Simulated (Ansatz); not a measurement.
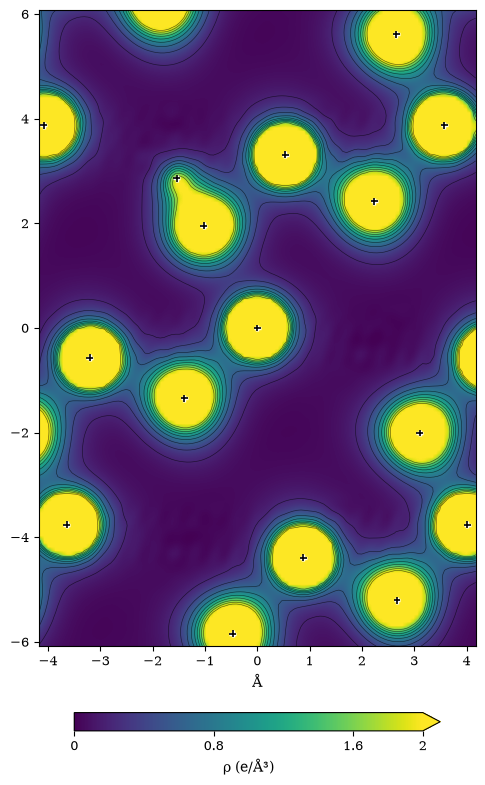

The valence electron density on a plane through atoms (crosses mark nuclei in the plane).

The calculation used DFT PBE, scalar-relativistic, plane waves, PAW (Ansatz).

Candidates:
A. GaN, a = 4.55 Å, b = 4.55 Å, c = 4.55 Å, α = 90.00°, β = 90.00°, γ = 90.00°. Space group F-43m; a structure from a database of computed crystals, not necessarily the ambient phase.
B. Ga18HN18 (cell charge +1, with a compensating background) (cell with a defect), a = 7.65 Å, b = 7.65 Å, c = 7.65 Å, α = 78.22°, β = 78.22°, γ = 78.22°. 

**Which system is this?**

Candidate B: Ga18HN18 on the (11̄0) plane of the calculation cell, which holds Ga, N and H. N–H (1.04 Å): ρ at the midpoint is about 2.6 e/Å³. Ga–N (1.92 Å): ρ is about 0.79 e/Å³ halfway.
